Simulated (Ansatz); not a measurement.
MgZnO4

The calculation's input:

```
crystal:
  lattice:
    - [3.5407563036, 0.0, 0.0]
    - [0.0, 3.5407563036, 0.0]
    - [0.0, 0.0, 4.9891035836]
  atoms:
    - { symbol: Mg, position: [0.0, 0.0, 0.0] }
    - { symbol: Zn, position: [0.5, 0.5, 0.5], spin: 0.13 }
    - { symbol: O, position: [0.5, 0.0, 0.7505994074], spin: 1.04 }
    - { symbol: O, position: [0.0, 0.5, 0.2494005926], spin: 1.04 }
    - { symbol: O, position: [0.5, 0.0, 0.2494005926], spin: 1.04 }
    - { symbol: O, position: [0.0, 0.5, 0.7505994074], spin: 1.04 }
basis:
  ecutwfc: 420
kpoints:
  mp_grid: { grid: [10, 10, 8] }
  band_path:
    path:
      - [[0.0, 0.0, 0.0], [0.0, 0.5, 0.0], [0.5, 0.5, 0.0], [0.0, 0.0, 0.0], [0.0, 0.0, 0.5], [0.0, 0.5, 0.5], [0.5, 0.5, 0.5], [0.0, 0.0, 0.5]]
      - [[0.0, 0.5, 0.0], [0.0, 0.5, 0.5]]
      - [[0.5, 0.5, 0.0], [0.5, 0.5, 0.5]]
    npoints: 14
hamiltonian:
  xc: pbe
scf:
  occupations: { method: gaussian, width: 0.1 }
  n_extra_bands: 15
output:
  forces: true
  stress: true
  eigenvalues: true
  populations: true
  dos: { projected: true, de: 0.02, nscf_kmesh: { grid: [12, 12, 10] } }
  bader: true
  write_density: true
  write_potential: true
  elf: true
  volumetric_format: npy
magnetization:
  spin_polarized: true
checkpoint:
  read: start.run
  write: ck
  compress: false
  write_wavefunctions: false
  write_every: 100000
```

Launched as:

```sh
ansatz run input.yaml --threads 1 --pin off --max-ram 2560MiB --backend cpu --events-out ev --progress --plain --runs-dir out
```

Below, planes, directions and counts refer to the conventional cell (a = 3.54 Å, b = 3.54 Å, c = 4.99 Å, α = 90.00°, β = 90.00°, γ = 90.00°).

Space group P4/mmm; a structure generated by program, which may or may not match a known phase; spin-polarised.

All numbers below come from Ansatz 0.2.0, DFT PBE, scalar-relativistic, plane waves, PAW.

Core electrons are frozen (PAW), and the valence fields are smoothed inside the atomic spheres.

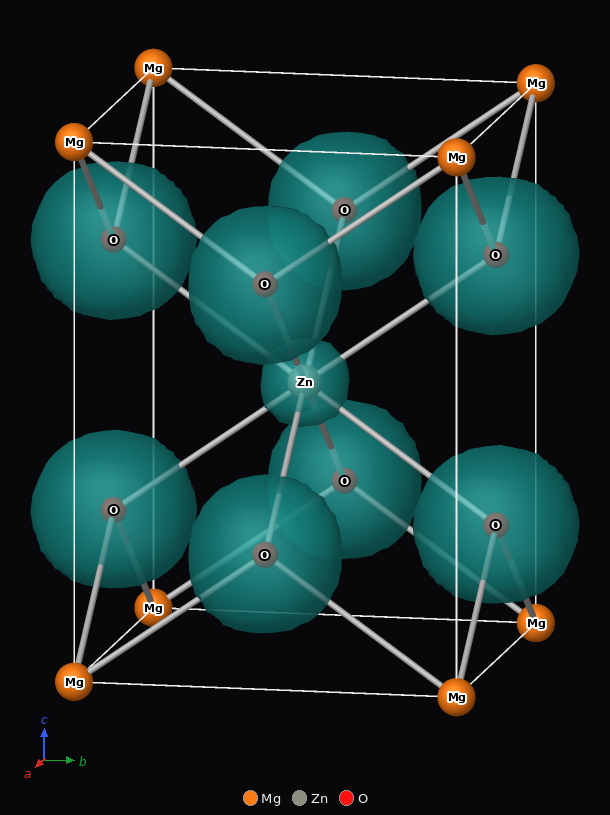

Figure 1. Isosurfaces of the spin density at +0.15 (teal) and −0.15 e/Å³ (pink), seen slightly off an axis. Sticks mark near contacts.

Q: Which atoms carry the moments, and with what signs?

A: The spin density sits on O: +0.9 μB (×4) in one cell of 6 atoms, with smaller moments on other sites: Zn (up to +0.12 μB): parallel moments (a ferromagnetic arrangement) in this solution. The cell of the calculation (6 atoms) carries 4.0 μB of net spin moment. Only one sign reaches the isovalue.

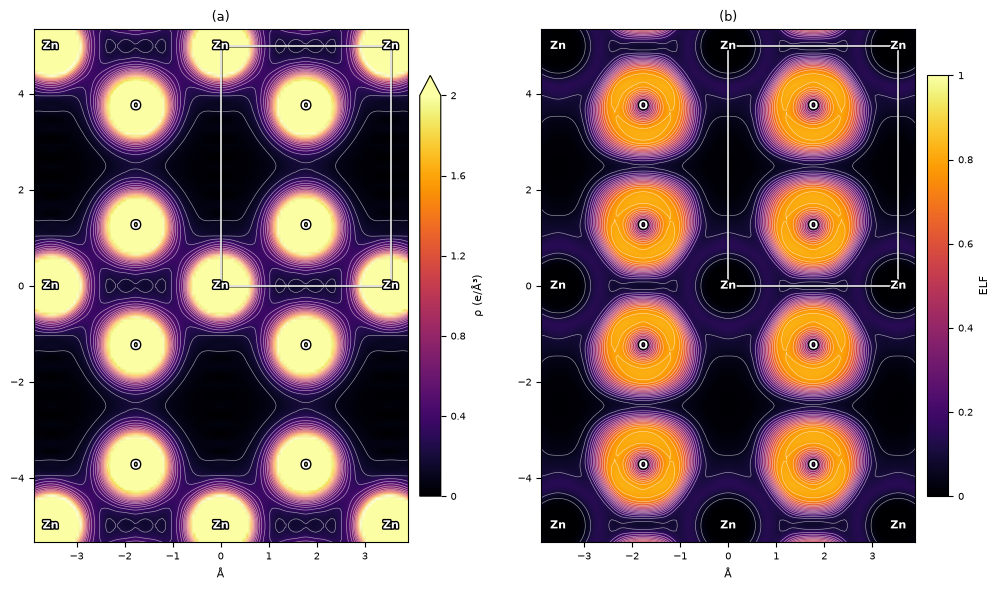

Figure 2. (a) valence electron density; (b) electron localisation function on the (100) plane of the conventional cell.

Q: What do the fields say about this system?

A: Atoms in the plane: Zn and O. Zn–O (2.17 Å): ρ at the midpoint is about 0.37 e/Å³; the ELF peaks at about 0.80 in the valence shell of O, 0.6 Å from its nucleus, and is about 0.15 at the midpoint (no shared electron pair shows on this line). The density dies away to nearly zero in the voids.

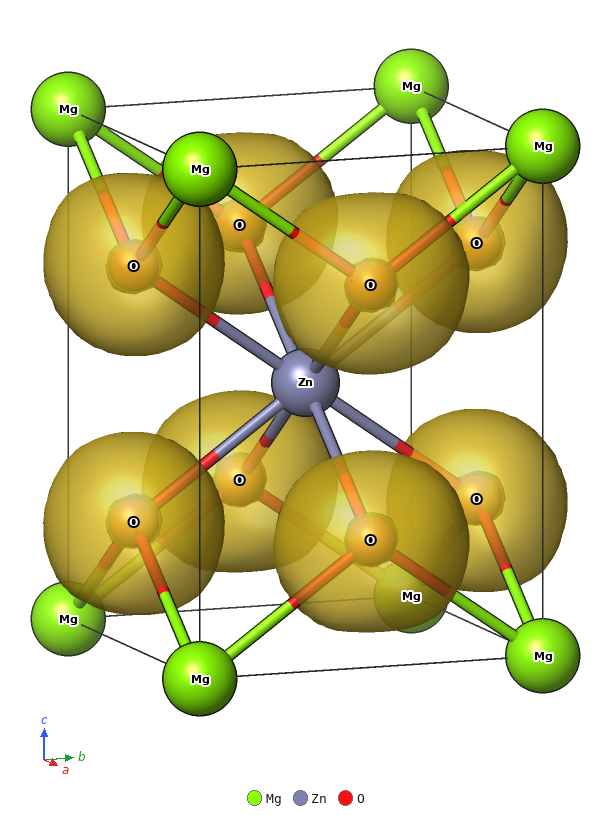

Figure 3. Isosurface of the electron localisation function at 0.6 (yellow), seen slightly off an axis. Core shells and regions of very low density are left out. Sticks mark near contacts.

Q: Describe the localisation domains.

A: At this value the surface marks out four regions wrapped around O (the valence shell of each), counted in one cell of 6 atoms. Any copies at cell faces, edges or corners count once. Profiles from the grid: Mg–O (2.16 Å): the ELF peaks at about 0.85 in the valence shell of O, 0.6 Å from its nucleus, and is about 0.30 at the midpoint (no shared electron pair shows on this line).

Q: Does the calculation make it a metal, or give it a gap?

A: It is metallic or semimetallic at this level of theory: no gap opens.

Q: Which way does charge flow, and how much by Bader's partition?

A: Electrons move from Mg and Zn towards O. Bader charges: Mg +1.74, Zn +1.40 and O −0.79 e.
